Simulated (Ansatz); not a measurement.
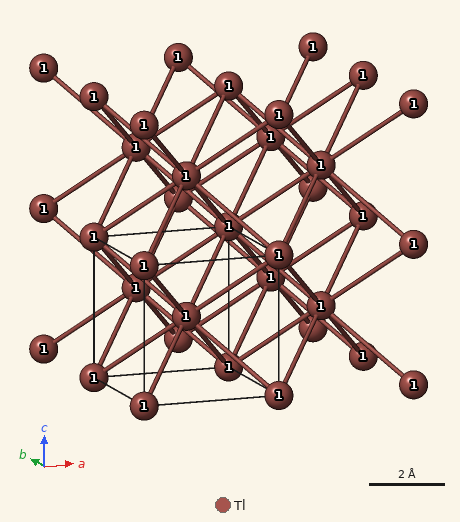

This is a symmetric starting cell of Tl. A ball-and-stick model of the conventional cell (2 times the calculation's cell), repeated 2 × 2 × 2 with one cell outlined, seen slightly off an axis. Lengths and directions refer to the drawn axes.

Computed with DFT PBE, scalar-relativistic, plane waves, PAW in Ansatz. (plane-wave cutoff 420 eV; k-point mesh 16 × 16 × 16; occupations gaussian; smearing width 0.1 eV; no spin polarisation)

Change: All lengths are scaled by +1.6 % (volume +4.9 %), the atoms keeping their fractional coordinates. No relaxation follows. The starting cell wasn't computed here and needn't be at equilibrium, so pressure and forces aren't due to the change alone.

Input
```yaml
crystal:
  lattice:
    - [-1.972056, 1.972056, 1.972056]
    - [1.972056, -1.972056, 1.972056]
    - [1.972056, 1.972056, -1.972056]
  atoms:
    - { symbol: Tl, position: [0.0, 0.0, 0.0] }
basis:
  ecutwfc: 420
kpoints:
  mp_grid: { grid: [16, 16, 16] }
hamiltonian:
  xc: pbe
scf:
  occupations: { method: gaussian, width: 0.1 }
output:
  forces: true
  stress: true
  eigenvalues: true
```

Q: What is the effect?

A: The pressure is 0.6 GPa (not all of it need come from the change, since the unchanged cell can be under pressure at this level too). All forces vanish by symmetry. Some distances before and after: Tl–Tl 3.362 → 3.416 Å. The space group stays Im-3m (No. 229).

Drawn alike, the variant:

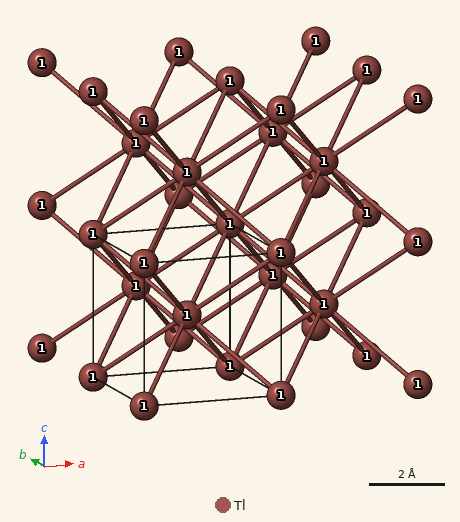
